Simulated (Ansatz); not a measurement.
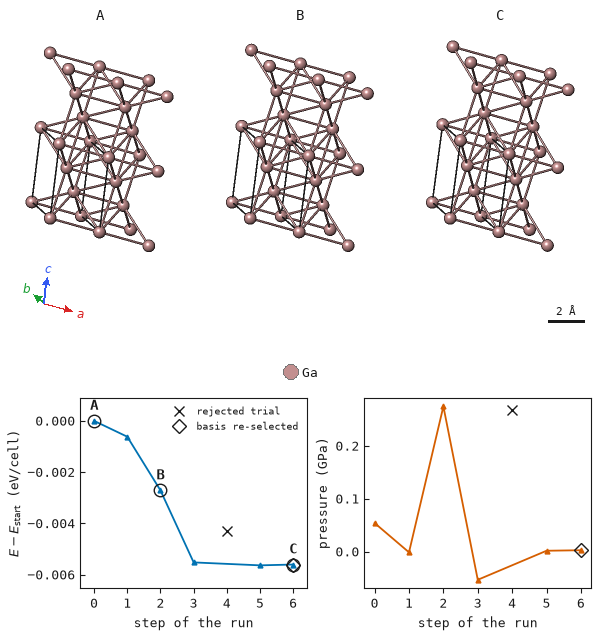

Frames of a relaxation of solid Ga (set up in I4/mmm), marked on the history of the run. The picture is a ball-and-stick view of the cell of the calculation, repeated 2 × 1 × 2 with one cell outlined, seen slightly off an axis.

Case: 3 of 3 In sites taken by Ga, cell and atoms relaxed.

All numbers below come from DFT PBE, scalar-relativistic, plane waves, PAW in Ansatz 0.2.0.

Input
```yaml
crystal:
  lattice:
    - [-2.9892831463, 0.0, 0.0]
    - [0.0, 0.0, -4.2255233856]
    - [1.4946415731, -4.4839247194, 2.1127616928]
  atoms:
    - { symbol: Ga, position: [0.6666666667, 0.6666666667, 0.3333333333] }
    - { symbol: Ga, position: [0.3333333333, 0.3333333333, 0.6666666667] }
    - { symbol: Ga, position: [0.0, 0.0, 0.0] }
basis:
  ecutwfc: 420
kpoints:
  mp_grid: { grid: [14, 14, 14] }
hamiltonian:
  xc: pbe
scf:
  occupations: { method: gaussian, width: 0.1 }
output:
  forces: true
  stress: true
  eigenvalues: true
relax:
  adjacent_minimum: "off"
  f_tol: 0.015
  max_steps: 60
  cell: { stress_tol: 0.15 }
```

Command:
```bash
ansatz run input.yaml --threads 1 --pin off --max-ram 2560MiB --backend cpu --events-out ev --progress --plain --runs-dir out
```

### Describe the path.

No atom moves by more than 0.005 Å relative to the cell. The drawn cell changes as follows: a 2.989 → 2.948 Å (−1.4 %), b 4.226 → 4.126 Å (−2.4 %), c 5.177 → 5.317 Å (+2.7 %), α 114.1° → 112.8°, β 106.8° → 106.1°; the volume changes by +0.4 %. Among the contacts that change: Ga1–Ga2 2.989 → 3.116 Å, Ga1–Ga1 2.989 → 2.948 Å, Ga1–Ga2 (another image) 2.989 → 2.976 Å. The space group (tolerance 0.01 Å) goes from Fm-3m (No. 225) to Immm (No. 71). After 4 accepted moves (6 points after the start) the energy has fallen by 5.6 meV per cell of the calculation. All forces vanish by symmetry, so only the cell relaxes. The pressure goes from 0.05 to 0.00 GPa. The line search rejected the trial step at point 4 of the run. The SCF was repeated once at an unchanged geometry on a basis and grid sized afresh for the cell, which shifted the energy by less than 0.05 meV per cell of the calculation at most. Cost: 2.4 min on 1 thread of Intel(R) Xeon(R) Platinum 8488C (Sapphire Rapids), with other jobs on the host, peak memory 0.73 GiB. From step 0 to 2: volume −0.4 %, energy −2.7 meV per cell of the calculation. From step 2 to 6: volume +0.7 %, energy −2.9 meV per cell of the calculation.
